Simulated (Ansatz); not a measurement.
# Geometry relaxation of Ni₉Si₅ (part 2 of 3)

Ni₉Si₅ (slab, 14 atoms in the cell); DFT PBEsol, scalar-relativistic, plane waves, PAW, no spin polarisation (Ansatz 0.2.0); cutoff 420 eV, 9×9×1 k-mesh, Gaussian smearing of 0.1 eV. The structure derives from an entry of the Crystallography Open Database. The input holds or restrains some coordinates. Forces given for the steps count only the free coordinates. It belongs to a series of runs on one base structure; here: clean slab, lower half held.

Geometry of the input (Å; fractional positions):
```
3.8685  0.0000  0.0000
-1.9342  3.3502  0.0000
0.0000  0.0000  26.8340
Si 0.6667  0.3333  0.3168
Ni 0.3333  0.6667  0.3168
Ni 0.0000  0.0000  0.3626
Si 0.3333  0.6667  0.4084
Ni 0.6667  0.3333  0.4084
Ni 0.0000  0.0000  0.4542
Si 0.6667  0.3333  0.5000
Ni 0.3333  0.6667  0.5000
Ni 0.0000  0.0000  0.5458
Si 0.3333  0.6667  0.5916
Ni 0.6667  0.3333  0.5916
Ni 0.0000  0.0000  0.6374
Si 0.6667  0.3333  0.6832
Ni 0.3333  0.6667  0.6832
```

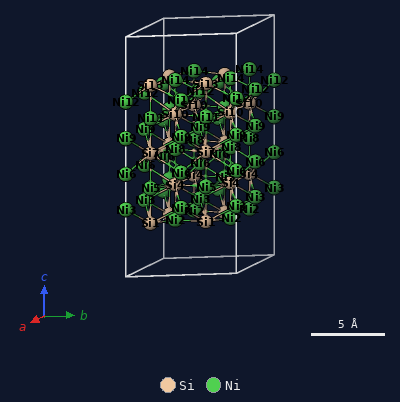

The geometry at step 5 of the log (ball-and-stick view of the 2 × 2 repeat of the cell, with the vacuum cut short, seen slightly off an axis; atoms are numbered from 1 in the order of the input).

**Log, continued**
```
SCF iter   1: F=—  HF=-55357.373129 eV  |F-HF|=—  |Δ(HF+E_count)|=         —  Δρ=3.63e-3  dr2=3.32e-2  ethr=1.05e-4  p=0.015 e·Å  D=7.82e-3 V/Å  ΔV_dip=-0.21 eV  dr2_dipole=5.33e-4  V_vac-E_F(+/−)=4.47/4.68 eV  ⟨swp⟩=4.1  Hψ=3464  notcnv=0  defer=148
efield: sawtooth ramp at fractional position 0.9800 (handed on by an earlier solve), width 0.0400; the density the first Hamiltonian is built on has a dipole p = 0.015 e·Å; the dipole correction subtracts the counter field D = 7.82e-3 V/Å, which shifts the + side's vacuum level by -0.21 eV against the − side's; the planar-averaged density in the ramp window peaks in size at 4.4e-6 e/Å³
preconditioner: auto → LDOS  [metal: Δε(μ)=0.025 eV  Ē_g=6.936 eV  σ=0.100 eV  W_gap=0.14  n_scr=98 (ndim 8)  ℏωp=20.9 eV  f_vac=0.522  D(μ)=6.81/eV (n_scr^D=22)  β→1.0]
SCF iter   2: F=—  HF=-55357.378956 eV  |F-HF|=—  |Δ(HF+E_count)|=   5.83e-3  Δρ=4.37e-3  dr2=6.09e-2  ethr=1.82e-5  p=0.014 e·Å  D=7.41e-3 V/Å  ΔV_dip=-0.20 eV  dr2_dipole=1.14e-4  V_vac-E_F(+/−)=4.49/4.69 eV  ⟨swp⟩=2.1  Hψ=2622  notcnv=0  defer=147
SCF iter   3: F=—  HF=-55357.369612 eV  |F-HF|=—  |Δ(HF+E_count)|=   9.34e-3  Δρ=7.76e-4  dr2=2.84e-3  ethr=1.82e-5  p=0.016 e·Å  D=8.21e-3 V/Å  ΔV_dip=-0.22 eV  dr2_dipole=1.94e-4  V_vac-E_F(+/−)=4.47/4.69 eV  ⟨swp⟩=2.0  Hψ=2103  notcnv=0  defer=147
SCF iter   4: F=—  HF=-55357.369445 eV  |F-HF|=—  |Δ(HF+E_count)|=   1.66e-4  Δρ=3.63e-4  dr2=2.86e-4  ethr=1.56e-6  p=0.018 e·Å  D=9.35e-3 V/Å  ΔV_dip=-0.25 eV  dr2_dipole=6.26e-5  V_vac-E_F(+/−)=4.44/4.69 eV  ⟨swp⟩=2.9  Hψ=1943  notcnv=0  defer=147
SCF iter   5: F=—  HF=-55357.369500 eV  |F-HF|=—  |Δ(HF+E_count)|=   5.43e-5  Δρ=1.76e-4  dr2=7.44e-5  ethr=1.57e-7  p=0.018 e·Å  D=9.17e-3 V/Å  ΔV_dip=-0.25 eV  dr2_dipole=3.62e-8  V_vac-E_F(+/−)=4.44/4.69 eV  ⟨swp⟩=2.0  Hψ=1793  notcnv=0  defer=147
SCF iter   6: F=—  HF=-55357.369509 eV  |F-HF|=—  |Δ(HF+E_count)|=   9.61e-6  Δρ=8.58e-5  dr2=2.07e-5  ethr=4.09e-8  p=0.018 e·Å  D=9.38e-3 V/Å  ΔV_dip=-0.25 eV  dr2_dipole=1.07e-6  V_vac-E_F(+/−)=4.44/4.69 eV  ⟨swp⟩=2.4  Hψ=1802  notcnv=0  defer=147
SCF iter   7: F=—  HF=-55357.369514 eV  |F-HF|=—  |Δ(HF+E_count)|=   5.12e-6  Δρ=2.99e-5  dr2=4.25e-6  ethr=1.14e-8  p=0.018 e·Å  D=9.39e-3 V/Å  ΔV_dip=-0.25 eV  dr2_dipole=1.24e-6  V_vac-E_F(+/−)=4.44/4.69 eV  ⟨swp⟩=2.0  Hψ=1690  notcnv=0  defer=147
SCF iter   8: F=-55357.369519 eV  HF=-55357.369519 eV  |F-HF|=4.29e-7  |Δ(HF+E_count)|=   4.18e-6  Δρ=1.73e-5  dr2=8.82e-7  ethr=1.72e-9  p=0.018 e·Å  D=9.41e-3 V/Å  ΔV_dip=-0.25 eV  dr2_dipole=9.54e-8  V_vac-E_F(+/−)=4.44/4.69 eV  ⟨swp⟩=21.2  Hψ=13218  notcnv=0
SCF 4 converged in 8 iterations: F = -55357.369519 eV  dr2 = 8.82e-7
relax step   4: F+E_penalty+E_count = -55357.36951894 eV  Δ(F+E_penalty+E_count) = -7.141e-3 eV  max|allowed force component| = 3.561e-2 eV/Å  Δτ_max = 0.0530 Å  (8 SCF iters, dr2 threshold 3.13e-6 eV, accepted)
SCF iter   1: F=—  HF=-55357.370087 eV  |F-HF|=—  |Δ(HF+E_count)|=         —  Δρ=5.50e-4  dr2=1.57e-3  ethr=9.06e-6  p=0.018 e·Å  D=9.41e-3 V/Å  ΔV_dip=-0.25 eV  dr2_dipole=1.80e-5  V_vac-E_F(+/−)=4.44/4.69 eV  ⟨swp⟩=2.0  Hψ=2354  notcnv=0  defer=150
efield: sawtooth ramp at fractional position 0.9800 (handed on by an earlier solve), width 0.0400; the density the first Hamiltonian is built on has a dipole p = 0.018 e·Å; the dipole correction subtracts the counter field D = 9.41e-3 V/Å, which shifts the + side's vacuum level by -0.25 eV against the − side's; the planar-averaged density in the ramp window peaks in size at 5.5e-6 e/Å³
preconditioner: auto → LDOS  [metal: Δε(μ)=0.028 eV  Ē_g=6.936 eV  σ=0.100 eV  W_gap=0.16  n_scr=98 (ndim 8)  ℏωp=20.9 eV  f_vac=0.522  D(μ)=6.83/eV (n_scr^D=22)  β→1.0]
SCF iter   2: F=—  HF=-55357.370079 eV  |F-HF|=—  |Δ(HF+E_count)|=   8.09e-6  Δρ=5.49e-4  dr2=1.41e-3  ethr=8.64e-7  p=0.017 e·Å  D=8.78e-3 V/Å  ΔV_dip=-0.24 eV  dr2_dipole=3.82e-7  V_vac-E_F(+/−)=4.46/4.69 eV  ⟨swp⟩=3.1  Hψ=2558  notcnv=0  defer=150
SCF iter   3: F=—  HF=-55357.369804 eV  |F-HF|=—  |Δ(HF+E_count)|=   2.75e-4  Δρ=1.87e-4  dr2=7.49e-5  ethr=7.76e-7  p=0.018 e·Å  D=9.15e-3 V/Å  ΔV_dip=-0.25 eV  dr2_dipole=1.57e-6  V_vac-E_F(+/−)=4.44/4.69 eV  ⟨swp⟩=2.0  Hψ=1823  notcnv=0  defer=150
SCF iter   4: F=—  HF=-55357.369876 eV  |F-HF|=—  |Δ(HF+E_count)|=   7.12e-5  Δρ=8.88e-5  dr2=2.25e-5  ethr=4.12e-8  p=0.017 e·Å  D=9.09e-3 V/Å  ΔV_dip=-0.24 eV  dr2_dipole=6.10e-7  V_vac-E_F(+/−)=4.45/4.69 eV  ⟨swp⟩=3.0  Hψ=2385  notcnv=0  defer=150
SCF iter   5: F=—  HF=-55357.369880 eV  |F-HF|=—  |Δ(HF+E_count)|=   4.01e-6  Δρ=5.61e-5  dr2=8.86e-6  ethr=1.23e-8  p=0.018 e·Å  D=9.13e-3 V/Å  ΔV_dip=-0.24 eV  dr2_dipole=4.30e-8  V_vac-E_F(+/−)=4.45/4.69 eV  ⟨swp⟩=2.0  Hψ=1524  notcnv=0  defer=150
SCF iter   6: F=—  HF=-55357.369880 eV  |F-HF|=—  |Δ(HF+E_count)|=   4.28e-7  Δρ=2.49e-5  dr2=1.80e-6  ethr=4.87e-9  p=0.018 e·Å  D=9.12e-3 V/Å  ΔV_dip=-0.24 eV  dr2_dipole=1.35e-8  V_vac-E_F(+/−)=4.45/4.69 eV  ⟨swp⟩=1.2  Hψ=1219  notcnv=0  defer=150
SCF iter   7: F=-55357.369883 eV  HF=-55357.369882 eV  |F-HF|=8.63e-7  |Δ(HF+E_count)|=   1.71e-6  Δρ=4.48e-6  dr2=4.09e-8  ethr=5.49e-11  p=0.018 e·Å  D=9.12e-3 V/Å  ΔV_dip=-0.24 eV  dr2_dipole=9.31e-10  V_vac-E_F(+/−)=4.45/4.69 eV  ⟨swp⟩=18.3  Hψ=13088  notcnv=0
SCF 5 converged in 7 iterations: F = -55357.369883 eV  dr2 = 4.09e-8
relax step   5: F+E_penalty+E_count = -55357.36988262 eV  Δ(F+E_penalty+E_count) = -3.637e-4 eV  max|allowed force component| = 1.009e-2 eV/Å  Δτ_max = 0.0080 Å  (7 SCF iters, accepted)
```

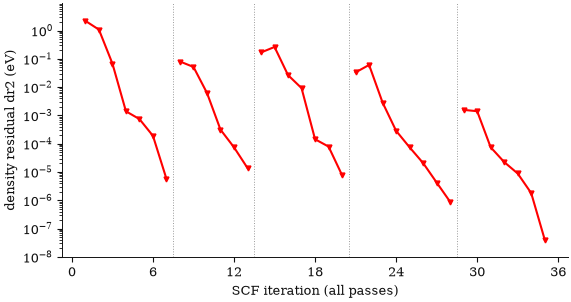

Convergence of the self-consistent field: density residual dr2 against the SCF iteration. The dotted lines part the SCF passes of the relaxation: geometry steps, rejected trials and re-solves on a re-selected basis. The 5 passes take 6 to 8 iterations each, 35 in all.

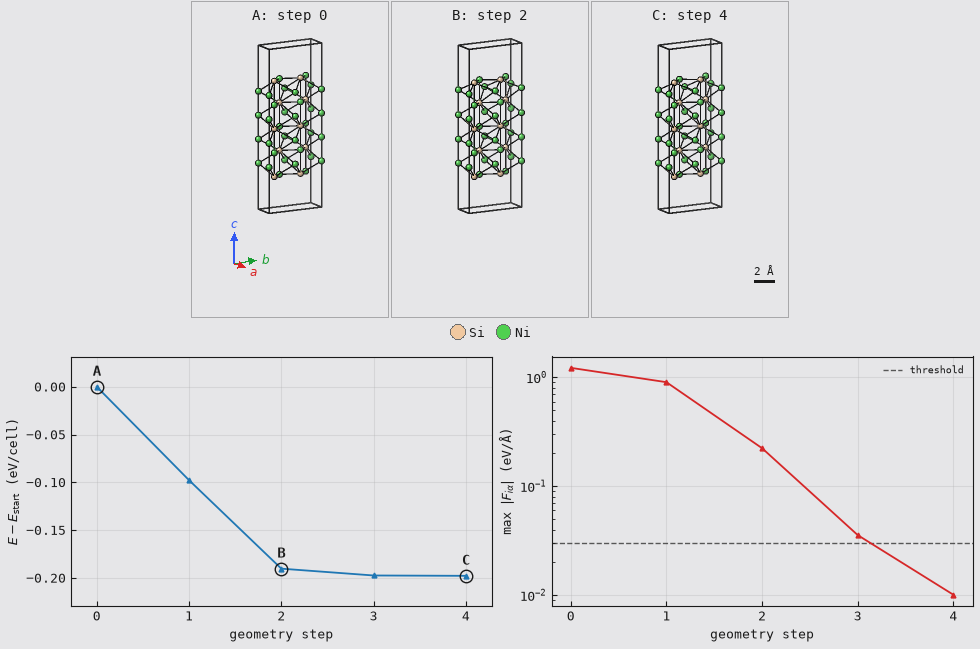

Frames of the restrained relaxation (ball-and-stick view of the 1 × 2 repeat of the cell, with the vacuum cut short, seen slightly off an axis) above the curves, on which the letters mark them (the first geometry is step 0 here and step 1 in the log).

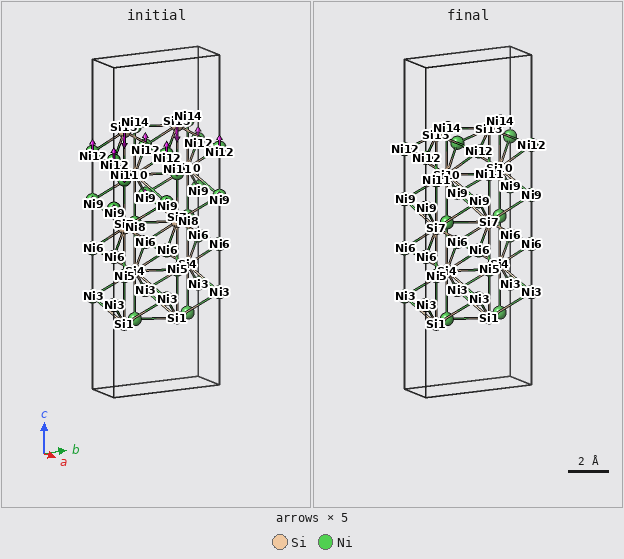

Before (left) and after (right) the restrained relaxation, at one scale (ball-and-stick view of the 1 × 2 repeat of the cell, with the vacuum cut short, seen slightly off an axis). The pink arrows give the displacements, magnified 5 times. After 4 geometry steps the energy has fallen by 0.198 eV per cell of the calculation. Largest force component: 1.2 eV/Å at the start, 0.01 eV/Å at the end. Si13 moves most: 0.18 Å. By element the largest moves are Si 0.18 Å, Ni 0.14 Å. The cell doesn't change. Distances before and after: Ni11–Si13 2.458 → 2.313 Å, Ni12–Si13 2.549 → 2.411 Å, Si10–Ni14 2.458 → 2.384 Å, Si10–Ni12 2.549 → 2.619 Å. Among the angles that change: Si10–Ni12–Si13 180.0° → 170.6°, Si13–Ni12–Si13 98.7° → 106.7°, Si10–Ni12–Si10 98.7° → 95.2°. (Atoms are counted from 1 in the order of the input.)

```
WARN: The output density's exchange-correlation potential varies sharply where the density is thin. Do not read a vacuum level from v_tot or v_xc, or from such a field of the output density. On a cell that repeats whose density bears no net charge and no dipole along the vacuum's axis use v_es (v_loc + v_h of the components); under efield.dipole_correction with no amplitude use v_es + v_field, which holds any external_charges[].barrier, or the levels of the report's work_function block, which leave it out; under a non-zero efield.amplitude the vacuum is tilted and has no level; on a cell that repeats and bears such a dipole with no correction it is tilted too, and efield.dipole_correction with no amplitude gives each side of its ramp a level where efield: is served; in a cell that repeats whose density bears a net charge (total_charge, or a fill off its count) it is curved and has none; of a slab under crystal.periodic whose density bears no net charge use v_es, which has a level on each side, short of where the two are joined; of another it falls or rises all the way out and has none; of a slab beside external_charges read slab_vacuum_level instead, which it has where they leave it neutral. The grid or the basis barely resolves most such structure, and the values can differ between equally converged runs; as a rule a tighter scf.convergence.dr2_threshold does not remove it. Where the density itself ripples (under the LDA too) a higher basis.ecutwfc lessens it. The files hold the spikes' plane waves up to the density's cutoff. Files: v_tot_of_output_density and the like, and their columns of v_z.tsv (output.write_potential); v_xc_of_output_density and the like, and their columns of v_comp_z.tsv (output.write_potential_components). Measured: with its Gaussian average of σ = 0.25 Å subtracted twice, the exchange-correlation potential is over 0.1 eV at 8 of the grid points where the equally averaged density (valence and model cores) is under 1e-3 e/Å³, and 0.226 eV at the most among them, at an averaged density of 3.4e-9 e/Å³. The input density's (outcome.potential() and, of a run that writes arrays, v_tot and v_xc) is over 0.1 eV, so measured, at 6062 points of its own thin density, 0.307 eV at the most. See output.write_potential in the manual, Limitations
SCF converged after 7 iterations
Free energy (F): -55357.369883 eV
Harris-Foulkes:  -55357.369882 eV  (|F-HF|=8.63e-7)
Internal energy: -55357.335823 eV  (E = F + TS)
E sigma→0 (E₀):  -55357.352853 eV
Entropy (-TS):   -0.034059 eV (-2.433 meV/atom)
Fermi energy:    4.918058 eV
Dipole field:    D = 0.009149 V/Å  (p = 0.017584 e·Å, saw-weighted, corrected)
Work function:   Φ+ = 4.4450 eV   Φ− = 4.6905 eV
Levels:          The Fermi level and band energies are counted from a zero that moves with the ramp; work functions are not
--- Per-component energies (eV) ---
  E_band       = -4771.741568
  E_kinetic    = 2788.836261
  E_local      = -388555.682400  (includes V_loc(G=0)·N_el)
  E_nonlocal   = 5870.749794
  E_hartree    = 190560.332013
  E_xc         = -1046.590655
  E_vxc        = -1235.157872  (∫ρ·V_xc dr)
  E_paw        = -16868.722031  (= ΣΔE_a)
  E_vpaw       = -4761.123662  (= ΣTr[D̂ρ^β])
  E_aug_tail   = 0.004293  (compensation charges beyond the density's cutoff)
  E_efield     = 0.000080  (sawtooth field / dipole correction)
  E_vefield    = -0.007976  (∫n·V_field dr)
  E_ewald      = 151891.803418
  E_core_change = 1.933403  (= ΣΔE_core)
  E_smearing   = -0.034059  (= −TS)
  E_closure    = -0.000000  (closes the sum)
  Σ components = -55357.369883   (vs F -55357.369883, Δ=0.00e0)
--- Forces (eV/Å), atoms counted from 1 ---
  atom   1  Si     0.00000000     0.00000000     0.72321079
  atom   2  Ni     0.00000000     0.00000000     0.67665505
  atom   3  Ni    -0.00000000     0.00000000    -1.25300947
  atom   4  Si     0.00000000    -0.00000000    -0.21361142
  atom   5  Ni     0.00000000     0.00000000    -0.07322951
  atom   6  Ni     0.00000000    -0.00000000     0.13345598
  atom   7  Si     0.00000000     0.00000000     0.00423588
  atom   8  Ni     0.00000000    -0.00000000     0.01008906
  atom   9  Ni     0.00000000     0.00000000    -0.00393721
  atom  10  Si     0.00000000    -0.00000000    -0.00947677
  atom  11  Ni     0.00000000     0.00000000     0.00863036
  atom  12  Ni     0.00000000    -0.00000000    -0.00148437
  atom  13  Si    -0.00000000     0.00000000    -0.00848691
  atom  14  Ni     0.00000000     0.00000000     0.00693856
  max |Σ_I F_I| component: 2.00e-5 eV/Å
--- Band table (eV; the first three rows and the last of 12) ---
  k-point 0: bands = ["-98.4988", "-98.4518", "-98.3937", "-98.2960", "-98.1056", "-98.0968", "-98.0714", "-98.0102", "-98.0012", "-59.0936", "-59.0936", "-59.0562", "-59.0562", "-59.0182", "-59.0028", "-59.0028", "-58.9429", "-58.8790", "-58.8782", "-58.8782", "-58.8200", "-58.7594", "-58.7594", "-58.7496", "-58.7496", "-58.6548", "-58.6548", "-58.6356", "-58.5992", "-58.5992", "-58.5838", "-58.5838", "-58.5325", "-58.4775", "-58.4765", "-58.4170", "-7.7349", "-7.0624", "-5.8814", "-4.4581", "-3.4053", "-0.7944", "-0.2550", "-0.2550", "-0.0995", "-0.0995", "0.2236", "0.2376", "0.2376", "0.6634", "0.6634", "0.7860", "1.0079", "1.0559", "1.0559", "1.4065", "1.4065", "1.5080", "1.5080", "1.6010", "1.6010", "1.6415", "1.6415", "2.7704", "2.8384", "2.8384", "2.8549", "3.0892", "3.1126", "3.1126", "3.1945", "3.4114", "3.4226", "3.4226", "3.5290", "3.5290", "3.5525", "3.5525", "3.5980", "3.5980", "3.6411", "3.6411", "3.7808", "3.7808", "4.1092", "4.1092", "4.7653", "5.2402", "6.8008", "7.4830", "7.6746", "7.7742", "7.7742", "7.8566", "7.8566", "7.9197", "7.9624", "7.9624", "8.0409", "8.3351", "8.3351", "8.4993", "8.4993", "8.8061", "8.8061", "8.9813", "9.1195", "9.1195", "9.4753", "9.6814"]
```
